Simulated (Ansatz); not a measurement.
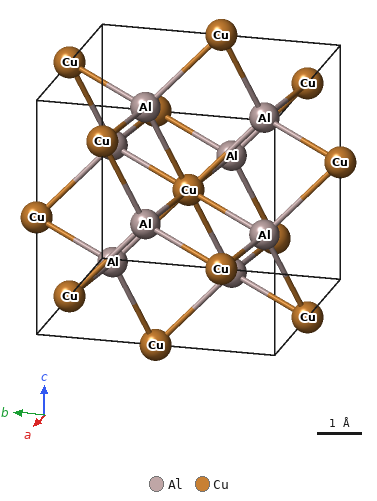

Lattice vibrations of solid Al$_{2}$Cu, space group Fm-3m (No. 225), at the zone centre. A ball-and-stick model of the conventional cell (4 times the calculation's cell), seen from a free direction. Lengths and directions refer to the drawn axes.

All numbers below come from DFT PBEsol, scalar-relativistic, plane waves, PAW in Ansatz 0.2.0. Settings: plane-wave cutoff 420 eV; k-point mesh 14 × 14 × 14; occupations fermi dirac; smearing width 0.15 eV; no spin polarisation.

The frequencies depend somewhat on the k-mesh and the smearing.

List the optical modes.

Answer. The calculation's cell holds 3 atoms, so there are 6 optical modes, in 2 levels. The optical modes span T₁u + T₂g. No level is unstable.

| level | symmetry | frequency (cm⁻¹) | activity |
| --- | --- | --- | --- |
| 1 | T₁u | 265 | infrared-active |
| 2 | T₂g | 287 | Raman-active |

The crystal is a metal, so free carriers screen the infrared response.

The modes drawn as arrows (one member of each degenerate set):

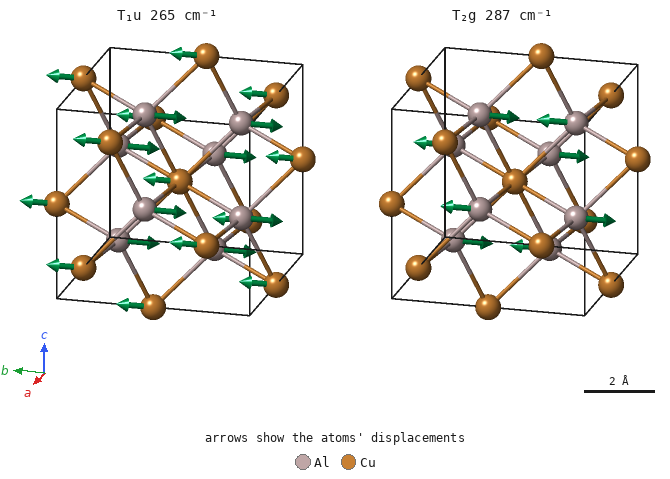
